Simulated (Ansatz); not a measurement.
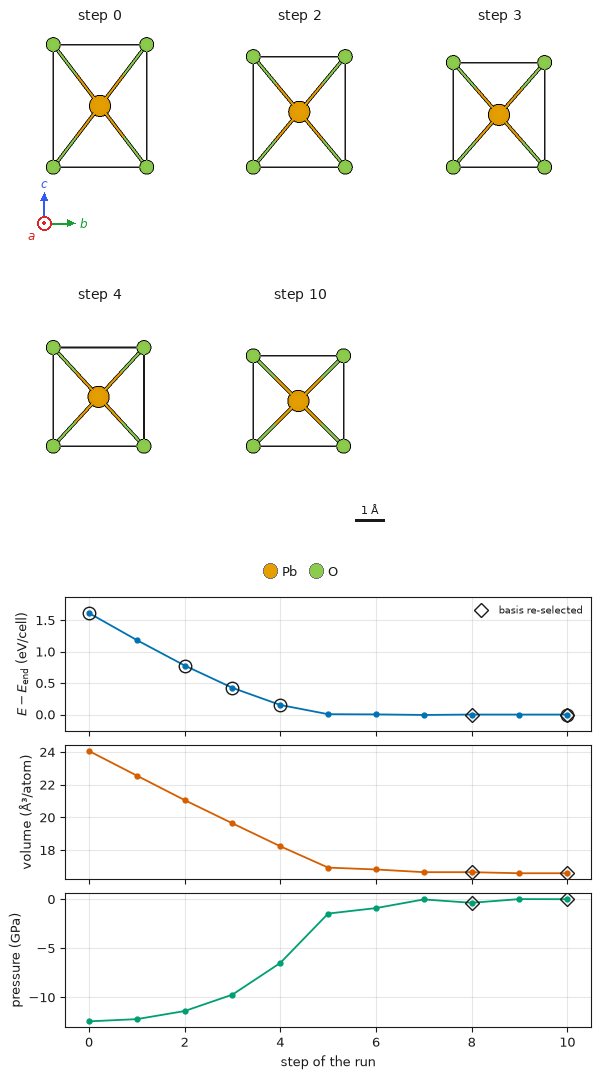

Frames of a relaxation of solid PbO (built on the CuAu (L1_0)_123 type) (coarse preliminary run), marked on the history of the run. Style: ball-and-stick. Shown: the cell of the calculation, along the a axis.

Case: CuAu (L1_0) type (P4/mmm, No. 123).

Method: Ansatz, DFT PBE, scalar-relativistic, plane waves, PAW. (plane-wave cutoff 420 eV; k-point mesh 6 × 6 × 4; occupations gaussian; smearing width 0.1 eV; no spin polarisation; cell and atoms relaxed; force threshold 0.04 eV/Å; at most 70 steps)

What happens along the run?

Answer. The atoms keep their places relative to the cell (all moves are under 0.005 Å). Cell: a = b 3.324 → 3.214 Å (−3.3 %), c 4.357 → 3.213 Å (−26.2 %). Volume −31.1 %. Among the contacts that change: O–Pb 3.205 → 2.783 Å. The space group (tolerance 0.01 Å) goes from P4/mmm (No. 123) to Pm-3m (No. 221). The energy falls by 1.616 eV per cell of the calculation in 8 accepted moves (10 points after the start). All forces vanish by symmetry, so only the cell relaxes. Pressure: −12.44 GPa at the start and 0.01 GPa at the end. The SCF was repeated twice at an unchanged geometry on a basis and grid sized afresh for the cell, which shifted the energy by 6.3 meV per cell of the calculation at most. From step 0 to 2: volume −12.5 %, energy −0.835 eV per cell of the calculation. From step 2 to 3: volume −6.8 %, energy −0.356 eV per cell of the calculation. From step 3 to 4: volume −7.1 %, energy −0.272 eV per cell of the calculation. From step 4 to 10: volume −9.0 %, energy −0.153 eV per cell of the calculation.
